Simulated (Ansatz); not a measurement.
C$_{16}$H: geometry relaxation (part 3 of 3)

C$_{16}$H (slab, 17 atoms in the cell); DFT r2SCAN, scalar-relativistic, plane waves, PAW, no spin polarisation (Ansatz 0.2.0); cutoff 500 eV, 12×4×1 k-mesh, Gaussian smearing of 0.1 eV. The structure derives from a Materials Project entry. The input holds or restrains some coordinates. Forces given for the steps count only the free coordinates.

Geometry of the input (Å; fractional positions):
```
2.4558  0.0000  0.0000
0.0000  7.0404  0.0000
0.0000  0.0000  26.7982
C  0.0000  0.2500  0.3172
C  0.5000  0.7500  0.3436
C  0.5000  0.2500  0.3436
C  0.0000  0.7500  0.3701
C  0.5000  0.2500  0.3965
C  0.0000  0.7500  0.4230
C  0.0000  0.2500  0.4230
C  0.5000  0.7500  0.4495
C  0.0000  0.2500  0.4764
C  0.5000  0.7500  0.5029
C  0.5000  0.2500  0.5023
C  0.0000  0.7500  0.5288
C  0.5000  0.2500  0.5573
C  0.0000  0.7500  0.5838
C  0.0000  0.2500  0.5804
C  0.5000  0.7500  0.6068
H  0.7500  0.0000  0.5709
```

Trajectory as extended XYZ, continued
```
17
Lattice="2.4558 0.0000 0.0000 0.0000 7.0404 0.0000 0.0000 0.0000 26.7982" Properties=species:S:1:pos:R:3:forces:R:3 step=6 energy=-4031.06156
C     0.0000    1.7601    8.5000   -0.0096  -0.0036   2.2710
C     1.2279    5.2803    9.2089    0.0021  -0.0123   1.8658
C     1.2279    1.7601    9.2089   -0.0298  -0.0727  -3.2846
C     0.0000    5.2803    9.9179    0.0016   0.0142  -3.0151
C     1.2279    1.7601   10.6268    0.0363  -0.1950   1.0549
C     0.0000    5.2803   11.3357   -0.0016   0.0250   1.3467
C     0.0000    1.7601   11.3357   -0.4584   0.6479  -0.9803
C     1.2279    5.2803   12.0446    0.0472  -0.0395  -0.3334
C    -0.0369    1.8819   12.7360   -0.1010   0.2820   0.0295
C     1.2325    5.2661   13.4743   -0.0055   0.0174  -0.0008
C     1.1779    1.9172   13.4306   -0.0018   0.0669  -0.4426
C     0.0055    5.2540   14.1669   -0.0183  -0.0673   0.0288
C     1.1403    1.6140   14.8096   -0.1739  -0.7784   0.5289
C     0.0071    5.2379   15.6371   -0.0112  -0.1499  -0.0794
C    -0.1062    1.2642   15.4032   -0.1152  -0.6558  -0.0492
C     1.2339    5.2789   16.2675    0.0123  -0.2538   0.1132
H     2.2064    0.4042   16.0661    0.8278   1.1758   0.9482
17
Lattice="2.4558 0.0000 0.0000 0.0000 7.0404 0.0000 0.0000 0.0000 26.7982" Properties=species:S:1:pos:R:3:forces:R:3 step=7 energy=-4031.33264
C     0.0000    1.7601    8.5000   -0.0063  -0.0054   2.2608
C     1.2279    5.2803    9.2089    0.0016  -0.0101   1.8671
C     1.2279    1.7601    9.2089   -0.0195  -0.0279  -3.2771
C     0.0000    5.2803    9.9179    0.0018   0.0062  -3.0250
C     1.2279    1.7601   10.6268    0.0240  -0.0467   1.1404
C     0.0000    5.2803   11.3357   -0.0020   0.0143   1.3792
C     0.0000    1.7601   11.3357   -0.2985   0.3744  -0.5991
C     1.2279    5.2803   12.0446    0.0449   0.0411  -0.2314
C    -0.0245    1.7895   12.7506   -0.0554   0.1995   0.0802
C     1.2321    5.2766   13.4776   -0.0048  -0.0978   0.0120
C     1.1950    1.7704   13.4519    0.0256  -0.0595  -0.3403
C     0.0051    5.2582   14.1725   -0.0099  -0.1405  -0.0193
C     1.1758    1.4183   14.8303   -0.1363  -0.2486   0.2997
C     0.0076    5.2074   15.6455   -0.0109  -0.2214  -0.1847
C    -0.0638    1.1148   15.4463   -0.1539  -0.8470  -0.0005
C     1.2348    5.2271   16.2783    0.0001  -0.2681   0.0915
H     2.2904    0.3291   16.2085    0.5992   1.3372   0.5461
17
Lattice="2.4558 0.0000 0.0000 0.0000 7.0404 0.0000 0.0000 0.0000 26.7982" Properties=species:S:1:pos:R:3:forces:R:3 step=8 energy=-4031.59077
C     0.0000    1.7601    8.5000   -0.0063  -0.0096   2.2502
C     1.2279    5.2803    9.2089    0.0015  -0.0124   1.8735
C     1.2279    1.7601    9.2089   -0.0202  -0.0276  -3.2642
C     0.0000    5.2803    9.9179    0.0011   0.0159  -3.0338
C     1.2279    1.7601   10.6268    0.0241  -0.0435   1.1296
C     0.0000    5.2803   11.3357   -0.0015   0.0362   1.3793
C     0.0000    1.7601   11.3357   -0.3042   0.4567  -0.6649
C     1.2279    5.2803   12.0446    0.0355  -0.0057  -0.2474
C    -0.0254    1.7924   12.7493   -0.0453   0.0214   0.0973
C     1.2312    5.2618   13.4771   -0.0070  -0.0762  -0.0046
C     1.1944    1.7556   13.4481    0.0634  -0.1916  -0.2735
C     0.0039    5.2358   14.1712   -0.0033  -0.1392  -0.0030
C     1.1743    1.3862   14.8226   -0.1069  -0.4397   0.4394
C     0.0065    5.1639   15.6422   -0.0237  -0.0482  -0.0697
C    -0.0639    1.0839   15.4399    0.1189  -0.1552   0.3228
C     1.2337    5.1769   16.2779    0.0050  -0.2382   0.0290
H     2.3490    0.4610   16.3394    0.2694   0.8592   0.0408
17
Lattice="2.4558 0.0000 0.0000 0.0000 7.0404 0.0000 0.0000 0.0000 26.7982" Properties=species:S:1:pos:R:3:forces:R:3 step=9 energy=-4031.75501
C     0.0000    1.7601    8.5000   -0.0042  -0.0088   2.2553
C     1.2279    5.2803    9.2089    0.0010  -0.0121   1.8870
C     1.2279    1.7601    9.2089   -0.0136  -0.0045  -3.2758
C     0.0000    5.2803    9.9179    0.0006   0.0262  -3.0492
C     1.2279    1.7601   10.6268    0.0160   0.0264   1.1814
C     0.0000    5.2803   11.3357   -0.0011   0.0673   1.3864
C     0.0000    1.7601   11.3357   -0.2042   0.3024  -0.4478
C     1.2279    5.2803   12.0446    0.0233  -0.0931  -0.2596
C    -0.0175    1.7501   12.7561   -0.0047  -0.1496   0.0678
C     1.2301    5.2384   13.4766   -0.0034  -0.0672   0.0008
C     1.2055    1.6838   13.4547    0.0569  -0.1801  -0.0325
C     0.0026    5.2004   14.1698   -0.0025  -0.0735   0.0325
C     1.1947    1.3369   14.8457   -0.0462  -0.0428   0.3211
C     0.0045    5.1124   15.6399   -0.0238  -0.0261   0.0169
C    -0.0385    1.1007   15.4918    0.0956  -0.3889   0.4173
C     1.2320    5.1027   16.2778    0.0075  -0.1406  -0.0580
H     2.4021    0.5924   16.4733    0.1030   0.7647  -0.4426
17
Lattice="2.4558 0.0000 0.0000 0.0000 7.0404 0.0000 0.0000 0.0000 26.7982" Properties=species:S:1:pos:R:3:forces:R:3 step=10 energy=-4031.84955
C     0.0000    1.7601    8.5000   -0.0021  -0.0081   2.2633
C     1.2279    5.2803    9.2089    0.0005  -0.0075   1.8940
C     1.2279    1.7601    9.2089   -0.0067   0.0202  -3.2902
C     0.0000    5.2803    9.9179    0.0003   0.0385  -3.0562
C     1.2279    1.7601   10.6268    0.0080   0.0847   1.2196
C     0.0000    5.2803   11.3357   -0.0005   0.0970   1.3928
C     0.0000    1.7601   11.3357   -0.1005   0.0451  -0.2985
C     1.2279    5.2803   12.0446    0.0110  -0.1817  -0.2430
C    -0.0087    1.7037   12.7597   -0.0012  -0.0503   0.0075
C     1.2289    5.2162   13.4764   -0.0007  -0.0269   0.0004
C     1.2168    1.6313   13.4586    0.0372  -0.1122   0.0285
C     0.0013    5.1699   14.1695   -0.0022  -0.0210   0.0117
C     1.2127    1.3394   14.8667   -0.0256  -0.0695   0.0795
C     0.0021    5.0703   15.6381   -0.0122  -0.0292   0.0576
C    -0.0176    1.1443   15.5224    0.0252  -0.1869   0.5857
C     1.2299    5.0423   16.2747    0.0043  -0.0727  -0.0716
H     2.4281    0.7648   16.5601    0.0656   0.4776  -0.5810
17
Lattice="2.4558 0.0000 0.0000 0.0000 7.0404 0.0000 0.0000 0.0000 26.7982" Properties=species:S:1:pos:R:3:forces:R:3 step=11 energy=-4031.89928
C     0.0000    1.7601    8.5000   -0.0008  -0.0067   2.2700
C     1.2279    5.2803    9.2089    0.0002  -0.0061   1.8955
C     1.2279    1.7601    9.2089   -0.0025   0.0299  -3.3004
C     0.0000    5.2803    9.9179    0.0002   0.0363  -3.0564
C     1.2279    1.7601   10.6268    0.0030   0.1028   1.2315
C     0.0000    5.2803   11.3357   -0.0003   0.0950   1.3956
C     0.0000    1.7601   11.3357   -0.0374  -0.0676  -0.2532
C     1.2279    5.2803   12.0446    0.0058  -0.1743  -0.2330
C    -0.0033    1.6897   12.7606    0.0003  -0.0214  -0.0156
C     1.2284    5.2166   13.4766   -0.0004  -0.0130   0.0026
C     1.2237    1.6204   13.4602    0.0169  -0.0509  -0.0191
C     0.0007    5.1708   14.1698   -0.0015  -0.0262   0.0103
C     1.2226    1.3844   14.8782   -0.0102  -0.0006   0.0182
C     0.0011    5.0637   15.6382   -0.0045  -0.0063   0.0336
C    -0.0061    1.2371   15.5436    0.0047  -0.0683   0.3043
C     1.2289    5.0252   16.2716    0.0005  -0.0364  -0.0414
H     2.4455    0.9601   16.5999    0.0263   0.2154  -0.2423
17
Lattice="2.4558 0.0000 0.0000 0.0000 7.0404 0.0000 0.0000 0.0000 26.7982" Properties=species:S:1:pos:R:3:forces:R:3 step=12 energy=-4031.92326
C     0.0000    1.7601    8.5000    0.0000  -0.0056   2.2733
C     1.2279    5.2803    9.2089    0.0000  -0.0050   1.8944
C     1.2279    1.7601    9.2089    0.0001   0.0351  -3.3066
C     0.0000    5.2803    9.9179    0.0001   0.0359  -3.0542
C     1.2279    1.7601   10.6268   -0.0001   0.1092   1.2393
C     0.0000    5.2803   11.3357   -0.0001   0.0966   1.3986
C     0.0000    1.7601   11.3357    0.0009  -0.1447  -0.2393
C     1.2279    5.2803   12.0446    0.0011  -0.1817  -0.2180
C     0.0001    1.6842   12.7609    0.0018  -0.0016   0.0035
C     1.2280    5.2142   13.4770   -0.0003  -0.0065  -0.0004
C     1.2280    1.6217   13.4616   -0.0031  -0.0055   0.0256
C     0.0001    5.1673   14.1701   -0.0004  -0.0026   0.0025
C     1.2281    1.4429   14.8898    0.0069   0.0055  -0.0082
C     0.0001    5.0566   15.6385    0.0016  -0.0092  -0.0078
C     0.0004    1.3379   15.5642   -0.0118   0.0082   0.0294
C     1.2281    5.0094   16.2689   -0.0020  -0.0059   0.0064
H     2.4552    1.1516   16.6332    0.0053   0.0780  -0.0380
17
Lattice="2.4558 0.0000 0.0000 0.0000 7.0404 0.0000 0.0000 0.0000 26.7982" Properties=species:S:1:pos:R:3:forces:R:3 step=13 energy=-4031.93501
C     0.0000    1.7601    8.5000    0.0000  -0.0049   2.2755
C     1.2279    5.2803    9.2089    0.0000  -0.0039   1.8964
C     1.2279    1.7601    9.2089    0.0000   0.0272  -3.3106
C     0.0000    5.2803    9.9179    0.0000   0.0322  -3.0558
C     1.2279    1.7601   10.6268    0.0000   0.0814   1.2405
C     0.0000    5.2803   11.3357    0.0000   0.0874   1.3999
C     0.0000    1.7601   11.3357    0.0002  -0.1168  -0.2540
C     1.2279    5.2803   12.0446    0.0000  -0.1609  -0.2154
C     0.0000    1.7033   12.7614   -0.0006  -0.0008   0.0047
C     1.2279    5.2201   13.4772    0.0000   0.0040   0.0033
C     1.2279    1.6581   13.4632    0.0008  -0.0056  -0.0086
C     0.0000    5.1775   14.1707   -0.0001  -0.0003   0.0055
C     1.2279    1.5351   14.8960    0.0002  -0.0012   0.0350
C     0.0000    5.0732   15.6395    0.0000   0.0140   0.0060
C     0.0001    1.4659   15.5750   -0.0016   0.0170   0.0219
C     1.2279    5.0274   16.2699    0.0001   0.0011  -0.0071
H     2.4557    1.3506   16.6537    0.0010   0.0303  -0.0372
17
Lattice="2.4558 0.0000 0.0000 0.0000 7.0404 0.0000 0.0000 0.0000 26.7982" Properties=species:S:1:pos:R:3:forces:R:3 step=14 energy=-4031.94057
C     0.0000    1.7601    8.5000    0.0000  -0.0036   2.2763
C     1.2279    5.2803    9.2089    0.0000  -0.0022   1.8960
C     1.2279    1.7601    9.2089    0.0001   0.0196  -3.3123
C     0.0000    5.2803    9.9179    0.0000   0.0208  -3.0552
C     1.2279    1.7601   10.6268   -0.0001   0.0562   1.2458
C     0.0000    5.2803   11.3357    0.0000   0.0590   1.4046
C     0.0000    1.7601   11.3357    0.0016  -0.0960  -0.2398
C     1.2279    5.2803   12.0446   -0.0004  -0.0994  -0.1993
C     0.0001    1.7207   12.7624    0.0015  -0.0011   0.0165
C     1.2279    5.2395   13.4783    0.0001  -0.0008  -0.0012
C     1.2281    1.6917   13.4654    0.0004  -0.0008   0.0393
C    -0.0001    5.2091   14.1726    0.0002  -0.0059  -0.0010
C     1.2283    1.6236   14.9039   -0.0021   0.0172   0.0296
C    -0.0001    5.1292   15.6431   -0.0007   0.0079   0.0007
C     0.0005    1.5903   15.5868    0.0028   0.0150   0.0314
C     1.2278    5.0906   16.2737    0.0008   0.0154  -0.0041
H     2.4569    1.5417   16.6730   -0.0042  -0.0014  -0.1269
17
Lattice="2.4558 0.0000 0.0000 0.0000 7.0404 0.0000 0.0000 0.0000 26.7982" Properties=species:S:1:pos:R:3:forces:R:3 step=15 energy=-4031.94289
C     0.0000    1.7601    8.5000    0.0000  -0.0021   2.2774
C     1.2279    5.2803    9.2089    0.0000  -0.0014   1.8955
C     1.2279    1.7601    9.2089   -0.0001   0.0092  -3.3138
C     0.0000    5.2803    9.9179    0.0000   0.0138  -3.0547
C     1.2279    1.7601   10.6268    0.0001   0.0249   1.2474
C     0.0000    5.2803   11.3357    0.0000   0.0393   1.4056
C     0.0000    1.7601   11.3357   -0.0019  -0.0466  -0.2379
C     1.2279    5.2803   12.0446    0.0000  -0.0662  -0.1970
C    -0.0002    1.7425   12.7629    0.0026   0.0000   0.0136
C     1.2279    5.2529   13.4786   -0.0001   0.0006   0.0024
C     1.2277    1.7302   13.4664    0.0006   0.0029   0.0337
C     0.0000    5.2326   14.1734    0.0004   0.0037   0.0026
C     1.2278    1.7037   14.9061   -0.0042  -0.0011   0.0247
C     0.0000    5.1794   15.6453   -0.0015   0.0133   0.0009
C    -0.0002    1.6914   15.5896    0.0064  -0.0043   0.0299
C     1.2279    5.1534   16.2767    0.0012   0.0132  -0.0117
H     2.4562    1.6737   16.6765   -0.0035   0.0009  -0.1185
17
Lattice="2.4558 0.0000 0.0000 0.0000 7.0404 0.0000 0.0000 0.0000 26.7982" Properties=species:S:1:pos:R:3:forces:R:3 step=16 energy=-4031.94420
C     0.0000    1.7601    8.5000    0.0000  -0.0002   2.2771
C     1.2279    5.2803    9.2089    0.0000   0.0001   1.8951
C     1.2279    1.7601    9.2089    0.0001   0.0032  -3.3139
C     0.0000    5.2803    9.9179    0.0000   0.0006  -3.0550
C     1.2279    1.7601   10.6268   -0.0001   0.0079   1.2476
C     0.0000    5.2803   11.3357    0.0000   0.0026   1.4080
C     0.0000    1.7601   11.3357    0.0015  -0.0224  -0.2399
C     1.2279    5.2803   12.0446   -0.0001  -0.0031  -0.1926
C     0.0001    1.7544   12.7629    0.0018   0.0052   0.0095
C     1.2279    5.2783   13.4790   -0.0003   0.0031   0.0116
C     1.2281    1.7519   13.4664   -0.0008  -0.0004   0.0374
C     0.0000    5.2769   14.1743    0.0005  -0.0071   0.0144
C     1.2282    1.7514   14.9064   -0.0031   0.0150   0.0118
C     0.0000    5.2705   15.6479   -0.0007  -0.0053  -0.0128
C     0.0003    1.7544   15.5897    0.0043   0.0108   0.0320
C     1.2279    5.2658   16.2801    0.0006   0.0074  -0.0246
H     2.4567    1.7646   16.6763   -0.0036  -0.0171  -0.1057
17
Lattice="2.4558 0.0000 0.0000 0.0000 7.0404 0.0000 0.0000 0.0000 26.7982" Properties=species:S:1:pos:R:3:forces:R:3 step=17 energy=-4031.94459
C     0.0000    1.7601    8.5000    0.0000   0.0002   2.2781
C     1.2279    5.2803    9.2089    0.0000  -0.0001   1.8949
C     1.2279    1.7601    9.2089    0.0000  -0.0008  -3.3150
C     0.0000    5.2803    9.9179    0.0000  -0.0002  -3.0542
C     1.2279    1.7601   10.6268   -0.0001  -0.0028   1.2462
C     0.0000    5.2803   11.3357    0.0000  -0.0005   1.4064
C     0.0000    1.7601   11.3357    0.0006   0.0040  -0.2478
C     1.2279    5.2803   12.0446    0.0000  -0.0008  -0.1967
C     0.0001    1.7621   12.7627    0.0005  -0.0007  -0.0016
C     1.2279    5.2805   13.4789   -0.0002  -0.0003   0.0053
C     1.2280    1.7637   13.4660   -0.0005   0.0053   0.0117
C     0.0000    5.2808   14.1740    0.0003   0.0042   0.0138
C     1.2280    1.7684   14.9049   -0.0016  -0.0065   0.0030
C     0.0000    5.2825   15.6472   -0.0003   0.0002  -0.0044
C     0.0001    1.7704   15.5871    0.0023  -0.0059   0.0183
C     1.2279    5.2833   16.2794    0.0002   0.0001  -0.0214
H     2.4561    1.7722   16.6718   -0.0012   0.0039  -0.0366
17
Lattice="2.4558 0.0000 0.0000 0.0000 7.0404 0.0000 0.0000 0.0000 26.7982" Properties=species:S:1:pos:R:3:forces:R:3 step=18 energy=-4031.94465
C     0.0000    1.7601    8.5000    0.0000   0.0000   2.2778
C     1.2279    5.2803    9.2089    0.0000  -0.0001   1.8947
C     1.2279    1.7601    9.2089    0.0000  -0.0002  -3.3148
C     0.0000    5.2803    9.9179    0.0000   0.0003  -3.0534
C     1.2279    1.7601   10.6268    0.0000  -0.0006   1.2456
C     0.0000    5.2803   11.3357    0.0000   0.0005   1.4044
C     0.0000    1.7601   11.3357   -0.0001   0.0020  -0.2506
C     1.2279    5.2803   12.0446    0.0000  -0.0014  -0.2011
C     0.0000    1.7605   12.7626    0.0000  -0.0001  -0.0025
C     1.2279    5.2799   13.4787   -0.0001   0.0006  -0.0017
C     1.2279    1.7607   13.4658   -0.0002  -0.0030   0.0017
C     0.0000    5.2797   14.1737    0.0001   0.0001   0.0059
C     1.2279    1.7605   14.9044   -0.0006   0.0008  -0.0017
C     0.0000    5.2793   15.6463   -0.0001   0.0018   0.0034
C    -0.0001    1.7604   15.5863    0.0011   0.0013   0.0011
C     1.2279    5.2794   16.2781    0.0001  -0.0011  -0.0084
H     2.4558    1.7606   16.6700   -0.0003  -0.0009  -0.0002
```

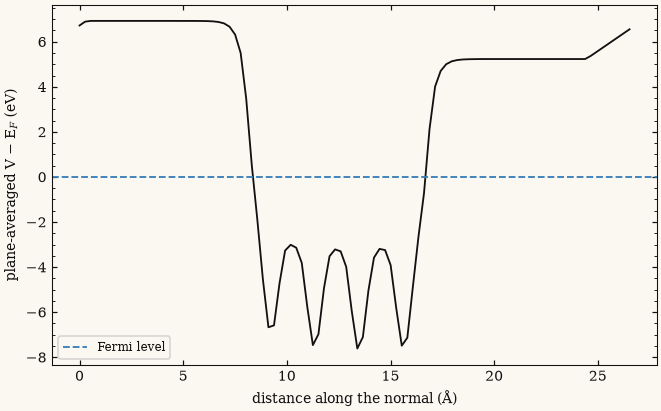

Fig. 1: Plane average of the electrostatic potential energy of an electron across the cell, from the Fermi level. The vacuum level lies 5.23 eV above the Fermi level on the upper side and 6.92 eV on the lower.

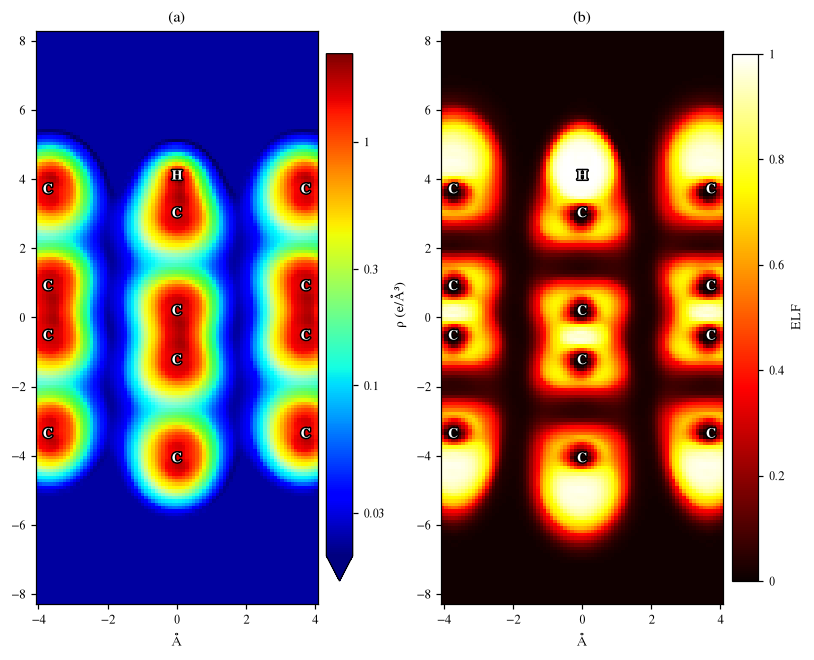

Fig. 2: (a) valence pseudo-density; (b) ELF on the (11̄0) plane of the calculation cell, a cut from vacuum to vacuum. Atoms in the plane: C and H. C–C (1.43 Å): the density is about 2 e/Å³ at the midpoint; the ELF peaks at about 0.95 between the atoms (localised, shared-pair bonding). The density dies away to nearly zero in the vacuum. Core electrons are frozen (PAW), so the fields are smoothed inside the atomic spheres.

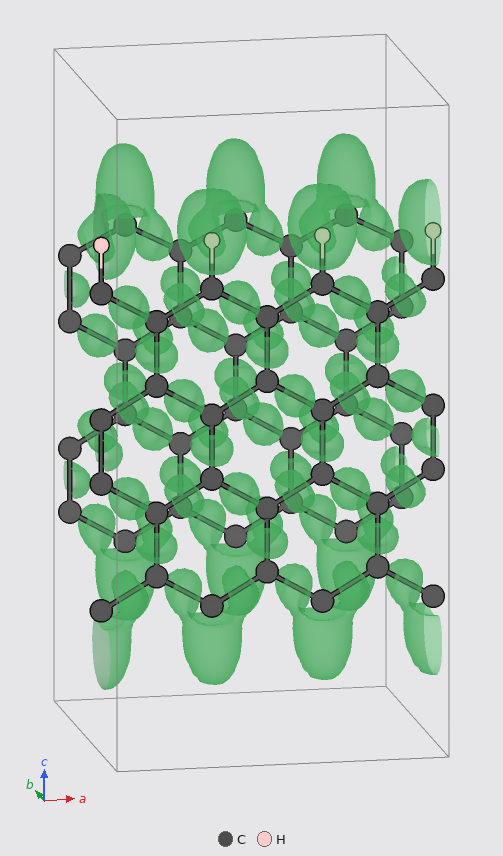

Fig. 3: Isosurface of the ELF at 0.75 (green), seen at an oblique angle. Core shells and regions of very low density are left out. Sticks mark near contacts. Along the contacts the grid gives the following.

Key numbers

```json
{"quantity": "outcome", "value": "converged under the restraints of the input"}
{"quantity": "electrons treated", "value": "65"}
{"quantity": "free energy", "value": "−4031.9447 eV"}
{"quantity": "work function, top face", "value": "5.23 eV"}
{"quantity": "work function, bottom face", "value": "6.92 eV"}
{"quantity": "Fermi energy", "value": "−2.164 eV"}
{"quantity": "gap on the k-point mesh", "value": "none (metallic)"}
{"quantity": "final volume", "value": "463.33 Å³"}
{"quantity": "work function (upper face)", "value": "5.23 eV"}
{"quantity": "largest force (length of the vector) at the end, held atoms and coordinates included", "value": "3.315 eV/Å"}
{"quantity": "hardware", "value": "2 threads of Intel Xeon @ 2.50GHz (Skylake/Cascade Lake), 192 GiB of memory available, shared host"}
{"quantity": "wall time", "value": "23 min (CPU time 46 min)"}
{"quantity": "peak memory", "value": "1.9 GiB"}
```

Notes

Warnings of the run: the exchange-correlation potential is rough where the density is thin.
